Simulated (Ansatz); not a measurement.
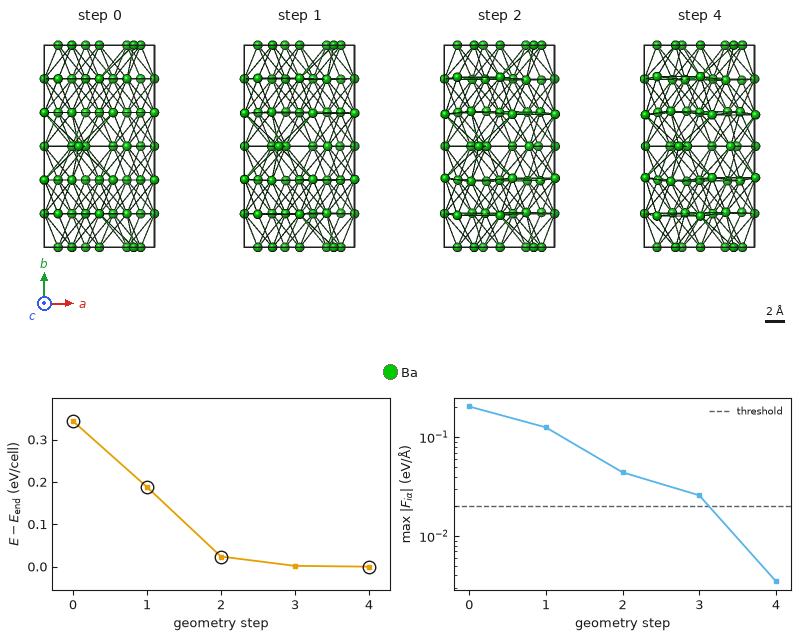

Frames of a relaxation of a defect cell of composition Ba (started half-way along a vacancy jump, in the symmetry of that start), marked on the history of the run. A ball-and-stick model of the conventional cell (2 times the calculation's cell), seen along the c axis. Lengths and directions refer to the drawn axes.

Computed with DFT PBE, scalar-relativistic, plane waves, PAW in Ansatz 0.2.0. Set-up: plane-wave cutoff 420 eV; k-point mesh 4 × 4 × 2; occupations gaussian; smearing width 0.1 eV; no spin polarisation; atoms relaxed in a fixed cell; force threshold 0.02 eV/Å; at most 60 steps.

Q: Describe the path.

A: Over 4 geometry steps the energy falls by 0.344 eV per cell of the calculation. The largest force component goes from 0.2 to 0.0035 eV/Å. The largest moves, 0.42 Å, are those of Ba atoms. The lattice vectors keep their values. Some distances before and after: Ba–Ba 5.020 → 4.604 Å, Ba–Ba 5.020 → 4.700 Å, Ba–Ba 5.471 → 5.194 Å, Ba–Ba 4.348 → 4.613 Å. The run took 3.3 min on 4 threads of Intel(R) Xeon(R) Platinum 8488C (Sapphire Rapids), with other jobs on the host, peak memory 5.8 GiB. From step 0 to 1: Ba atoms move most (0.09 Å), energy −0.156 eV per cell of the calculation. From step 1 to 2: Ba atoms move most (0.20 Å), energy −0.164 eV per cell of the calculation. From step 2 to 4: Ba atoms move most (0.14 Å), energy −24.0 meV per cell of the calculation.

| step | E − E(0), meV/atom | largest force component, eV/Å |
| --- | --- | --- |
| 0 | 0.00 | 0.2043 |
| 1 | -6.76 | 0.1257 |
| 2 | -13.91 | 0.0441 |
| 3 | -14.86 | 0.0258 |
| 4 | -14.95 | 0.0035 |
